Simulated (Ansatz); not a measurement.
**Run report: MoTe2, geometry relaxation (part 2 of 2)**

MoTe2 (6 atoms in the cell); DFT PBE, scalar-relativistic, plane waves, PAW, no spin polarisation (Ansatz 0.2.0); cutoff 420 eV, 12×12×2 k-mesh, Gaussian smearing of 0.02 eV. The structure derives from a Materials Project entry.

Geometry of the input (Å; fractional positions):
```
3.5657  0.0000  0.0000
-1.7828  3.0879  0.0000
0.0000  0.0000  14.6478
Te 0.3333  0.6667  0.6278
Te 0.6667  0.3333  0.1278
Te 0.6667  0.3333  0.3722
Te 0.3333  0.6667  0.8722
Mo 0.3333  0.6667  0.2500
Mo 0.6667  0.3333  0.7500
```

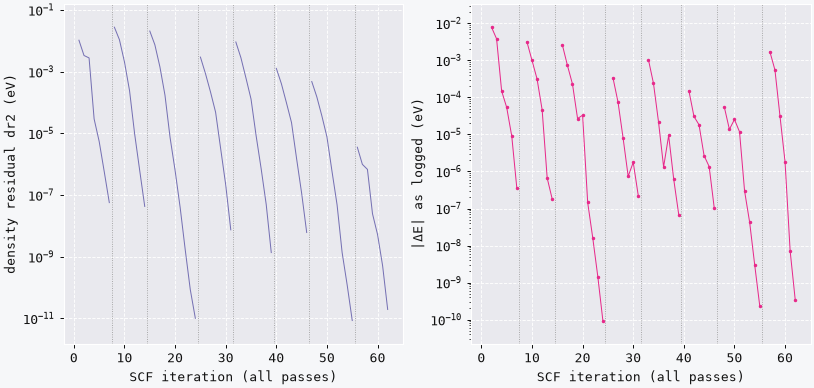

Fig. 1: Convergence of the self-consistent field: density residual dr2 and size of the energy change against the SCF iteration. The dotted lines part the SCF passes of the relaxation: geometry steps, rejected trials and re-solves on a re-selected basis. The 8 passes take 7 to 10 iterations each, 62 in all.

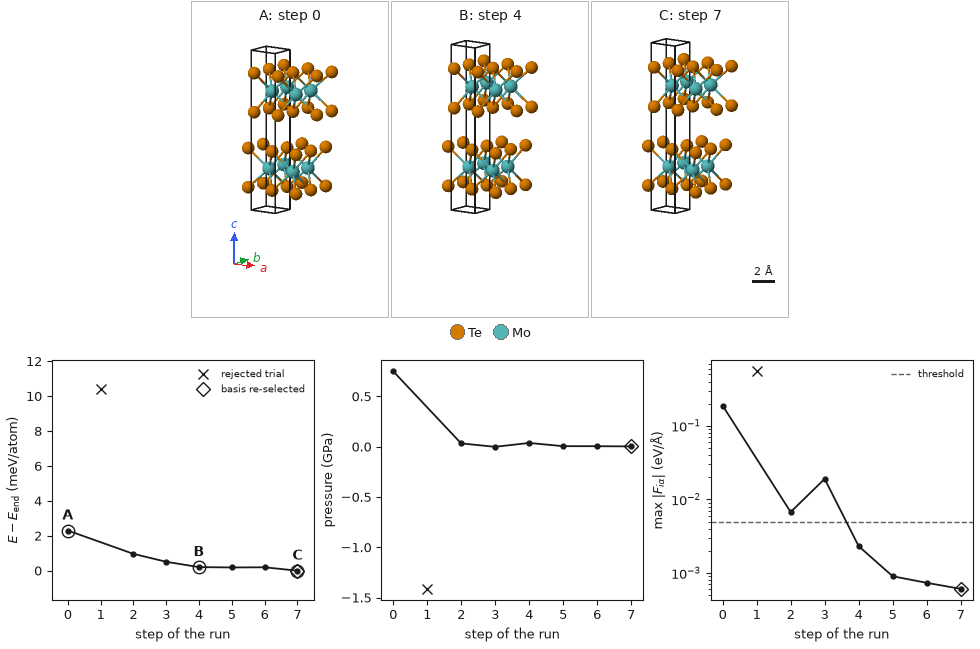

Fig. 2: Frames of the relaxation (ball-and-stick view of the cell of the calculation, repeated 2 × 2 × 1, with bonded neighbours outside it, seen slightly off an axis) above the curves, on which the letters mark them (the first geometry is step 0 here and step 1 in the log).

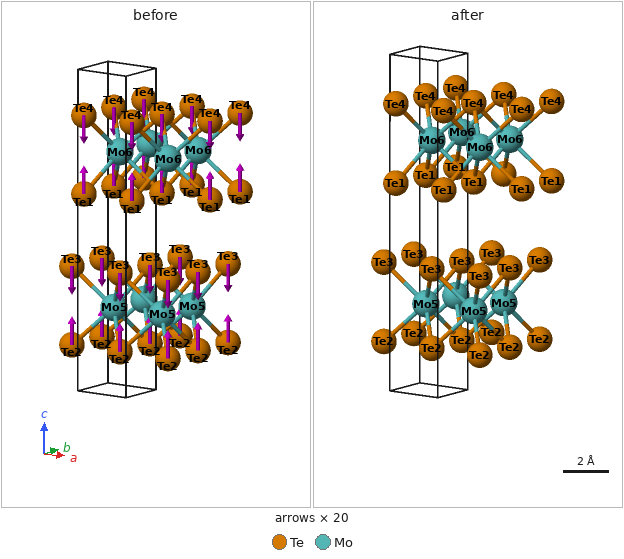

Fig. 3: Before (left) and after (right) the relaxation, at one scale (ball-and-stick view of the cell of the calculation, repeated 2 × 2 × 1, with bonded neighbours outside it, seen slightly off an axis). The pink arrows give the displacements (without the part carried along by the change of the cell), magnified 20 times. The largest moves relative to the cell, 0.065 Å, are those of Te1, Te2, Te3 and Te4. Mo stays in place. Cell: a = b 3.566 → 3.557 Å (−0.3 %), c 14.648 → 15.332 Å (+4.7 %). Volume +4.1 %. Among the contacts that change: Te1–Mo6 2.728 → 2.736 Å. The space group stays P6_3/mmc (No. 194). After 6 geometry steps the energy has fallen by 2.1 meV per atom. Largest force component: 0.19 eV/Å at the start, 0.00061 eV/Å at the end. Pressure: 0.75 GPa at the start and 0.00 GPa at the end. The line search rejected the trial step at point 1 (counted from 0) and went back. A last SCF at the same geometry on a re-selected plane-wave basis shifts the energy by −0.2 meV per atom. (Atoms are counted from 1 in the order of the input.)

```
basis re-selected at this cell: Δ(F+E_penalty+E_count) = -1.176e-3 eV, ΔP = -0.002 GPa vs the last step (what re-selecting the basis moved, of the pressure what is left beyond the Pulay correction that the steps carried, after the strain that the cell walked since its last selection, with what the two solves' SCF thresholds leave and, on support functions, any second-order correction that the steps lacked; it is no measure of the basis error at this ecutwfc). The dense FFT grid was sized anew with the basis: this SCF ran on 24×24×108 points, the steps before it on 24×24×100, so part of this shift can come from that change (see relax.cell in the input reference). This SCF's stress stands 7.29e-3 GPa from its target on what of the cell is left free (relax.cell.stress_tol is 5.00e-2 GPa) and its largest allowed force component is 6.11e-4 eV/Å (relax.f_tol is 5.00e-3 eV/Å): within both
SCF converged after 7 iterations
Free energy (F): -37833.483207 eV
Harris-Foulkes:  -37833.483207 eV  (|F-HF|=8.00e-11)
Internal energy: -37833.483207 eV  (E = F + TS)
E sigma→0 (E₀):  -37833.483207 eV
Fermi energy:    11.003310 eV
--- Per-component energies (eV) ---
  E_band       = -1311.275658
  E_kinetic    = 1605.465883
  E_local      = -9257.150216  (includes V_loc(G=0)·N_el)
  E_nonlocal   = -952.869250
  E_hartree    = 4989.052388
  E_xc         = -864.039047
  E_vxc        = -874.530288  (∫ρ·V_xc dr)
  E_paw        = -25053.801225  (= ΣΔE_a)
  E_vpaw       = -1810.296172  (= ΣTr[D̂ρ^β])
  E_aug_tail   = -0.000677  (compensation charges beyond the density's cutoff)
  E_ewald      = -8300.141062
  E_smearing   = -0.000000  (= −TS)
  E_closure    = 0.000000  (closes the sum)
  Σ components = -37833.483207   (vs F -37833.483207, Δ=0.00e0)
--- Forces (eV/Å), atoms counted from 1 ---
  atom   1  Te    -0.00000000     0.00000000    -0.00061073
  atom   2  Te     0.00000000    -0.00000000    -0.00061073
  atom   3  Te     0.00000000    -0.00000000     0.00061073
  atom   4  Te    -0.00000000     0.00000000     0.00061073
  atom   5  Mo     0.00000000     0.00000000    -0.00000000
  atom   6  Mo    -0.00000000    -0.00000000     0.00000000
  max |Σ_I F_I| component: 2.31e-18 eV/Å
--- Stress (GPa, compression-positive) ---
        0.001360       0.000000       0.000000
        0.000000       0.001360       0.000000
        0.000000       0.000000       0.007290
  P = ⅓ Tr σ = 0.0033 GPa (0.033 kbar)
--- Band table (eV; the first three rows and the last of 38) ---
  k-point 0: bands = ["-50.2374", "-50.2374", "-26.0592", "-26.0592", "-26.0591", "-26.0591", "-26.0489", "-26.0489", "-26.0489", "-26.0489", "-25.9918", "-25.9918", "-25.9917", "-25.9917", "-25.9814", "-25.9814", "-25.9813", "-25.9813", "-25.9684", "-25.9681", "-25.9598", "-25.9595", "-24.3790", "-24.3790", "-24.2546", "-24.2546", "-24.2546", "-24.2546", "-2.1251", "-2.0324", "-1.2270", "-1.0757", "5.2390", "5.8173", "8.0654", "8.8138", "8.8138", "8.8176", "8.8176", "9.5630", "9.5772", "9.5772", "9.5860", "9.5860", "9.7346", "10.3578", "13.4654", "13.4654", "13.5036", "13.5036", "13.7178", "13.7178", "13.7903", "13.7903", "15.6047", "16.6048"]
  k-point 1: bands = ["-50.2374", "-50.2374", "-26.0592", "-26.0592", "-26.0592", "-26.0592", "-26.0489", "-26.0489", "-26.0489", "-26.0489", "-25.9918", "-25.9918", "-25.9918", "-25.9918", "-25.9813", "-25.9813", "-25.9813", "-25.9813", "-25.9683", "-25.9683", "-25.9597", "-25.9597", "-24.3790", "-24.3790", "-24.2546", "-24.2546", "-24.2546", "-24.2546", "-2.0821", "-2.0821", "-1.1483", "-1.1483", "5.4910", "5.4910", "8.6765", "8.6765", "8.8157", "8.8157", "8.8157", "8.8157", "9.5816", "9.5816", "9.5816", "9.5816", "10.2133", "10.2133", "13.4818", "13.4818", "13.4818", "13.4818", "13.7567", "13.7567", "13.7567", "13.7567", "16.1627", "16.1627"]
  k-point 2: bands = ["-50.2369", "-50.2369", "-26.0585", "-26.0585", "-26.0577", "-26.0577", "-26.0499", "-26.0498", "-26.0477", "-26.0477", "-25.9924", "-25.9922", "-25.9921", "-25.9920", "-25.9831", "-25.9830", "-25.9815", "-25.9814", "-25.9679", "-25.9676", "-25.9591", "-25.9588", "-24.3748", "-24.3748", "-24.2630", "-24.2630", "-24.2561", "-24.2561", "-2.0317", "-1.9394", "-1.1605", "-1.0123", "5.3434", "5.9193", "7.9913", "8.6008", "8.6072", "8.8895", "8.8953", "9.0290", "9.4509", "9.4618", "9.5775", "9.7516", "9.9864", "10.3033", "13.1046", "13.1176", "13.2037", "13.2840", "13.5091", "13.5350", "13.5966", "13.5967", "15.9418", "17.0445"]
  k-point 37: bands = ["-50.2287", "-50.2287", "-26.0616", "-26.0616", "-26.0425", "-26.0425", "-26.0384", "-26.0384", "-26.0379", "-26.0379", "-26.0100", "-26.0100", "-25.9994", "-25.9994", "-25.9864", "-25.9864", "-25.9864", "-25.9864", "-25.9620", "-25.9620", "-25.9486", "-25.9486", "-24.3570", "-24.3570", "-24.3180", "-24.3180", "-24.3102", "-24.3102", "0.1334", "0.1334", "0.3607", "0.3607", "6.0146", "6.0146", "6.1431", "6.1431", "6.7111", "6.7111", "7.3787", "7.3787", "7.6956", "7.6956", "8.7132", "8.7132", "10.4467", "10.4467", "11.5292", "11.5292", "12.3067", "12.3067", "12.9251", "12.9251", "14.2856", "14.2856", "15.4951", "15.4951"]
--- Relaxed structure (7 steps of the walk, 6 accepted, 1 SCFs on fresh bases) ---
  F+E_penalty+E_count = -37833.48320651 eV   max|allowed force component| = 6.107e-4 eV/Å   (the final SCF, on the basis selected at the relaxed cell)
  cell:  # Å, volume = 167.9592 Å³
    - [3.556663281652575, 2.8794647218180683e-11, 2.565240120597682e-33]
    - [-1.7783316408512244, 3.0801607546040604, -1.3554581951117523e-33]
    - [1.0883566447635295e-32, -3.455100459566757e-34, 15.331610571305518]
  atoms:
    - { symbol: Te, position: [0.33333333333333337, 0.6666666666666666, 0.6320701712724816] }
    - { symbol: Te, position: [0.6666666666666667, 0.3333333333333333, 0.13207017127248155] }
    - { symbol: Te, position: [0.6666666666666667, 0.3333333333333333, 0.36792982872751845] }
    - { symbol: Te, position: [0.33333333333333337, 0.6666666666666666, 0.8679298287275186] }
    - { symbol: Mo, position: [0.33333333333333337, 0.6666666666666666, 0.25] }
    - { symbol: Mo, position: [0.6666666666666667, 0.3333333333333333, 0.7500000000000001] }
```

**Trajectory as extended XYZ (Å, eV, eV/Å), 8 frames, from step=1 to step=8**
```
6
Lattice="3.5657 0.0000 0.0000 -1.7828 3.0879 0.0000 0.0000 0.0000 14.6478" Properties=species:S:1:pos:R:3:forces:R:3 step=1 energy=-37833.46940 pressure_GPa=0.75
Te    0.0000    2.0586    9.1962    0.0000   0.0000  -0.1877
Te    1.7828    1.0293    1.8723    0.0000   0.0000  -0.1877
Te    1.7828    1.0293    5.4516    0.0000   0.0000   0.1877
Te    0.0000    2.0586   12.7755    0.0000   0.0000   0.1877
Mo    0.0000    2.0586    3.6619    0.0000   0.0000   0.0000
Mo    1.7828    1.0293   10.9858    0.0000   0.0000   0.0000
6
Lattice="3.5295 0.0000 0.0000 -1.7647 3.0566 0.0000 0.0000 0.0000 14.8565" Properties=species:S:1:pos:R:3:forces:R:3 step=2 energy=-37833.42087 pressure_GPa=-1.41 accepted=F
Te    0.0000    2.0377    9.2810    0.0000   0.0000   0.5522
Te    1.7647    1.0189    1.8528    0.0000   0.0000   0.5522
Te    1.7647    1.0189    5.5755    0.0000   0.0000  -0.5522
Te    0.0000    2.0377   13.0037    0.0000   0.0000  -0.5522
Mo    0.0000    2.0377    3.7141    0.0000   0.0000   0.0000
Mo    1.7647    1.0189   11.1424    0.0000   0.0000   0.0000
6
Lattice="3.5614 0.0000 0.0000 -1.7807 3.0842 0.0000 0.0000 0.0000 14.7493" Properties=species:S:1:pos:R:3:forces:R:3 step=3 energy=-37833.47742 pressure_GPa=0.03
Te    0.0000    2.0561    9.2561    0.0000   0.0000   0.0068
Te    1.7807    1.0281    1.8815    0.0000   0.0000   0.0068
Te    1.7807    1.0281    5.4932    0.0000   0.0000  -0.0068
Te    0.0000    2.0561   12.8678    0.0000   0.0000  -0.0068
Mo    0.0000    2.0561    3.6873    0.0000   0.0000   0.0000
Mo    1.7807    1.0281   11.0620    0.0000   0.0000   0.0000
6
Lattice="3.5581 0.0000 0.0000 -1.7791 3.0814 0.0000 0.0000 0.0000 14.9119" Properties=species:S:1:pos:R:3:forces:R:3 step=4 energy=-37833.48014 pressure_GPa=-0.00
Te    0.0000    2.0543    9.3755    0.0000   0.0000   0.0190
Te    1.7791    1.0271    1.9196    0.0000   0.0000   0.0190
Te    1.7791    1.0271    5.5364    0.0000   0.0000  -0.0190
Te    0.0000    2.0543   12.9924    0.0000   0.0000  -0.0190
Mo    0.0000    2.0543    3.7280    0.0000   0.0000   0.0000
Mo    1.7791    1.0271   11.1840    0.0000   0.0000   0.0000
6
Lattice="3.5570 0.0000 0.0000 -1.7785 3.0804 0.0000 0.0000 0.0000 15.1650" Properties=species:S:1:pos:R:3:forces:R:3 step=5 energy=-37833.48197 pressure_GPa=0.04
Te    0.0000    2.0536    9.5661    0.0000   0.0000  -0.0023
Te    1.7785    1.0268    1.9836    0.0000   0.0000  -0.0023
Te    1.7785    1.0268    5.5989    0.0000   0.0000   0.0023
Te    0.0000    2.0536   13.1814    0.0000   0.0000   0.0023
Mo    0.0000    2.0536    3.7912    0.0000   0.0000   0.0000
Mo    1.7785    1.0268   11.3737    0.0000   0.0000   0.0000
6
Lattice="3.5568 0.0000 0.0000 -1.7784 3.0803 0.0000 0.0000 0.0000 15.2699" Properties=species:S:1:pos:R:3:forces:R:3 step=6 energy=-37833.48209 pressure_GPa=0.01
Te    0.0000    2.0535    9.6444    0.0000   0.0000   0.0009
Te    1.7784    1.0268    2.0094    0.0000   0.0000   0.0009
Te    1.7784    1.0268    5.6255    0.0000   0.0000  -0.0009
Te    0.0000    2.0535   13.2605    0.0000   0.0000  -0.0009
Mo    0.0000    2.0535    3.8175    0.0000   0.0000   0.0000
Mo    1.7784    1.0268   11.4525    0.0000   0.0000   0.0000
6
Lattice="3.5567 0.0000 0.0000 -1.7783 3.0802 0.0000 0.0000 0.0000 15.3316" Properties=species:S:1:pos:R:3:forces:R:3 step=7 energy=-37833.48203 pressure_GPa=0.01
Te    0.0000    2.0534    9.6907    0.0000   0.0000  -0.0007
Te    1.7783    1.0267    2.0248    0.0000   0.0000  -0.0007
Te    1.7783    1.0267    5.6410    0.0000   0.0000   0.0007
Te    0.0000    2.0534   13.3068    0.0000   0.0000   0.0007
Mo    0.0000    2.0534    3.8329    0.0000   0.0000   0.0000
Mo    1.7783    1.0267   11.4987    0.0000   0.0000   0.0000
6
Lattice="3.5567 0.0000 0.0000 -1.7783 3.0802 0.0000 0.0000 0.0000 15.3316" Properties=species:S:1:pos:R:3:forces:R:3 step=8 energy=-37833.48321 pressure_GPa=0.00
Te    0.0000    2.0534    9.6907    0.0000   0.0000  -0.0006
Te    1.7783    1.0267    2.0248    0.0000   0.0000  -0.0006
Te    1.7783    1.0267    5.6410    0.0000   0.0000   0.0006
Te    0.0000    2.0534   13.3068    0.0000   0.0000   0.0006
Mo    0.0000    2.0534    3.8329    0.0000   0.0000   0.0000
Mo    1.7783    1.0267   11.4987    0.0000   0.0000   0.0000
```

**Summary**

```json
{"quantity": "outcome", "value": "converged"}
{"quantity": "space group (tolerance 0.01 Å)", "value": "P6₃/mmc (194)"}
{"quantity": "electrons treated", "value": "92"}
{"quantity": "free energy", "value": "−37833.4832 eV"}
{"quantity": "Fermi energy", "value": "11.003 eV"}
{"quantity": "gap on the k-point mesh", "value": "1.02 eV"}
{"quantity": "pressure", "value": "0.00 GPa"}
{"quantity": "final volume", "value": "167.96 Å³"}
{"quantity": "largest force (length of the vector) at the end", "value": "0.001 eV/Å"}
{"quantity": "final cell", "value": "a = 3.557 Å, b = 3.557 Å, c = 15.332 Å, α = 90.00°, β = 90.00°, γ = 120.00°"}
{"quantity": "wall time", "value": "51 s (CPU time 2.8 min)"}
{"quantity": "peak memory", "value": "0.76 GiB"}
```
